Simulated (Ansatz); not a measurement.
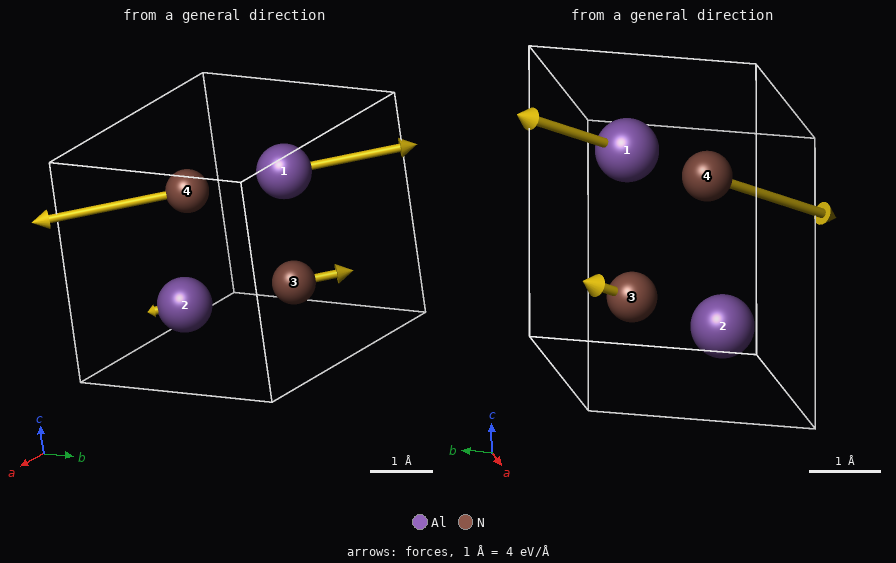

A spheres-only picture of a crystal structure, seen from two general directions. The box is the cell (the run's own, in a reduced setting); atoms on or close to its faces, edges and corners are drawn wherever they repeat. The arrows are the computed forces on the atoms.

System: AlN. Setup: Ansatz, DFT PBE, scalar-relativistic, plane waves, PAW; an energy cutoff of 420 eV, k-points about 0.24 Å⁻¹ apart, Gaussian smearing of 0.02 eV, no spin polarisation.

Question: Could this be the end point of a relaxation?

Answer: No. The atoms still feel forces of up to about 9.1 eV/Å, far above a usual threshold of 0.01 to 0.03 eV/Å.

Question: Where is the maximum force, and how large is it?

Answer: N4, about 9.1 eV/Å.

The structure comes from a structure listed in the Materials Project. The cell was then strained or its atoms displaced on purpose. An electronic-structure calculation with Ansatz was run on it.
